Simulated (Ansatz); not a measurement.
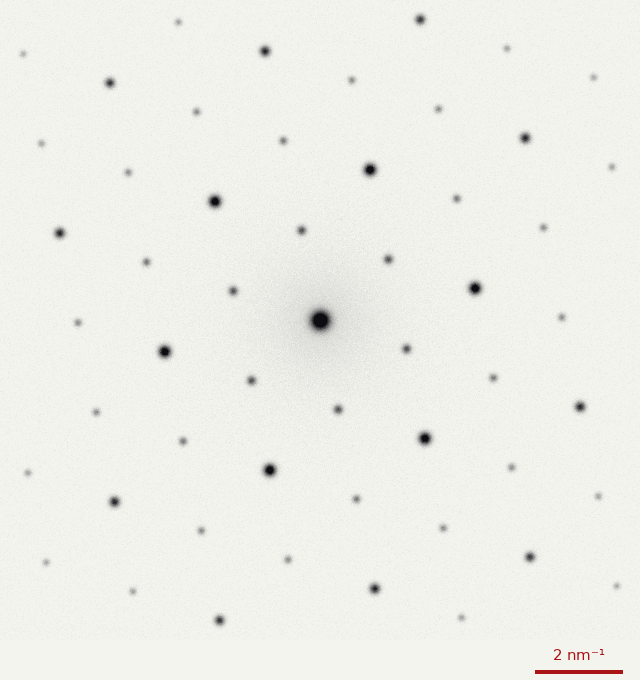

The pattern is a kinematic simulation for 100 kV electrons (no multiple scattering; isotropic B = 0.3 Å²).

It belongs to Cs, space group P6_3/mmc (No. 194), a = 5.48 Å, c = 17.97 Å (hexagonal axes). Structure: coordinates from a relaxation with Ansatz 0.2.0, DFT, PBE, plane waves (420 eV) with PAW, scalar-relativistic; the starting structure was generated, so it need not be a known form of this composition.

Determine the zone axis from the geometry of the pattern.

The spots form a hexagonal net with both shortest vectors at d = 4.75 Å, 60.0° apart. They index as 1 -1 0 and 1 0 0, so the zone axis is [001]. The zone [101] gives nearly the same net, so geometry alone does not settle it; this pattern was computed for [001].

List the strongest reflections.

Strongest reflections with d > 1.46 Å, one of each family (|F|² from tabulated Gaussian fits of the electron scattering factors, times a small damping for the curvature of the Ewald sphere):

```json
{"hkl": "2 -1 0", "d (Å)": "2.740", "I (strongest = 100)": "100"}
{"hkl": "3 0 0", "d (Å)": "1.582", "I (strongest = 100)": "34"}
{"hkl": "1 0 0", "d (Å)": "4.745", "I (strongest = 100)": "13"}
{"hkl": "2 0 0", "d (Å)": "2.373", "I (strongest = 100)": "5"}
{"hkl": "3 -1 0", "d (Å)": "1.794", "I (strongest = 100)": "3"}
```
